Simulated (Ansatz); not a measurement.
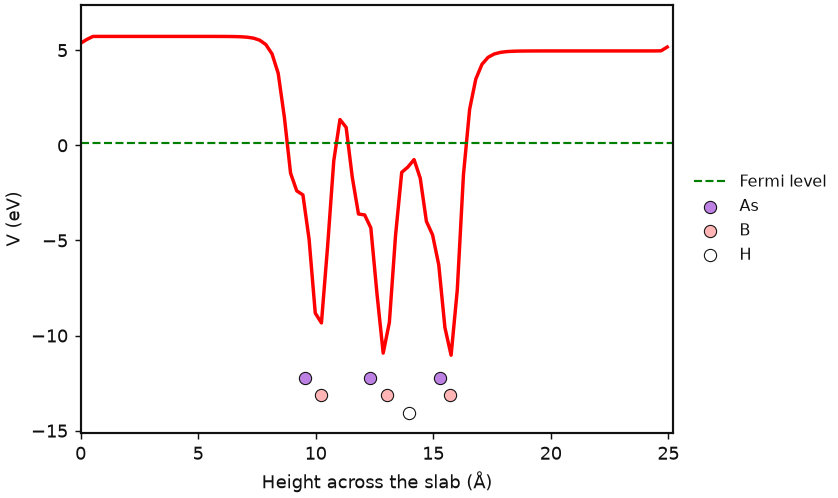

Plane-averaged electrostatic potential energy of an electron across the slab; circles at the bottom mark the heights of the atoms (positions after relaxation). System: a (111) slab cut from BAs (F-43m), of composition B3As3H (not the bulk's), ended by B above and As below, 7 atoms in the cell. Method: DFT r2SCAN, scalar-relativistic, plane waves, PAW, spin-polarised, 9×9×1 k mesh, 500 eV cutoff, Gaussian smearing of 0.05 eV (Ansatz 0.2.0).

The work function is 4.84 eV at the right face and 5.60 eV at the left. The vacuum level is 0.76 eV higher at the left than at the right, so the slab carries a dipole along its normal; the ramp in the vacuum, at or near the edge of the plot, is the dipole correction that keeps each side flat. Some atoms were held fixed in the relaxation, which can itself make the faces differ. The outermost atoms are 6.2 Å apart, which leaves 19.0 Å of vacuum in a cell 25.2 Å high.

The run may have settled in a state above the lowest, so this need not be the ground state.
